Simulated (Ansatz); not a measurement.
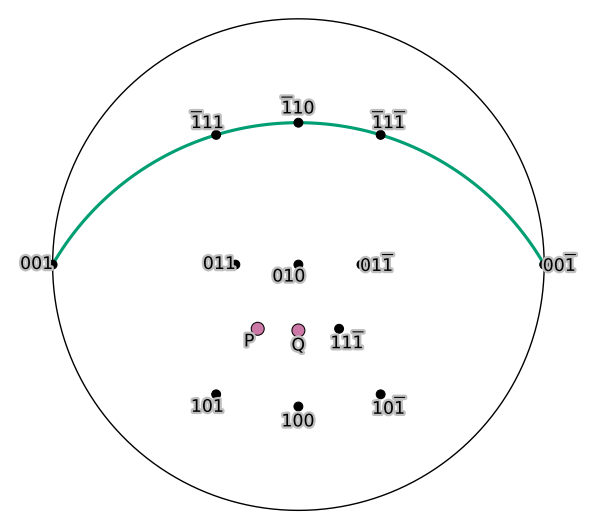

Stereographic projection of plane normals (upper hemisphere) centred on (0 1 0). Crystal: Hf, the end point of a relaxation at fixed volume with Ansatz 0.2.0, DFT PBE, scalar-relativistic, plane waves, PAW. Symmetry computed with spglib at a tolerance of 0.002 Å; standard conventional cell.

a = 3.311 Å, b = 3.311 Å, c = 5.222 Å, α = 90.00°, β = 90.00°, γ = 120.00°.

Index the poles marked P, Q.

P is (1 1 1), in four indices (1 1 −2 1), 34.4° from the centre; Q is (1 1 0), in four indices (1 1 −2 0), 30.0° from the centre.

Which zone does the coloured great circle trace?

The zone [1 1 0]: its poles satisfy h + k = 0.

What is the angle between the normals of (1 1 0) and (0 1 0), and what are their d_hkl = 1/|g|?

30.0°; d = 1.655 Å and 2.867 Å.
